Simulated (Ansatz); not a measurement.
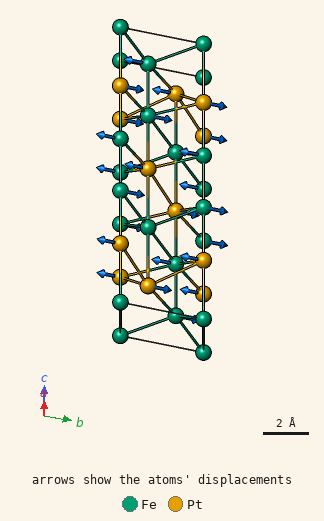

The lowest optical mode of solid Fe₃Pt₂ (a generated structure), space group R-3m (No. 166), at the zone centre. The blue arrows are the displacements of the atoms (eigenvector over the root of the mass), of arbitrary overall length and sign. A ball-and-stick model of the conventional cell (3 times the calculation's cell), seen from a free direction. Lengths and directions refer to the drawn axes.

Level of theory: Ansatz 0.2.0, DFT PBE, scalar-relativistic, plane waves, PAW. (plane-wave cutoff 420 eV; k-point mesh 12 × 12 × 12; occupations gaussian; smearing width 0.2 eV; collinear spin)

The frequencies depend somewhat on the k-mesh and the smearing.

### Is this crystal at a minimum with respect to the drawn distortion?

Yes: this softest mode has a real frequency, and so have all others here. That speaks for this wave vector alone: the rest of the zone wasn't checked in this run. This is the E_g mode (doubly degenerate; one member of the set is drawn) at 117 cm⁻¹, the lowest optical level, Raman-active by symmetry. The Fe (3a) atoms stay at rest; all motion is along b; atoms of one kind move against one another, with no net shift of any sublattice; the kinetic energy is shared as Pt 76 %, Fe 24 %.
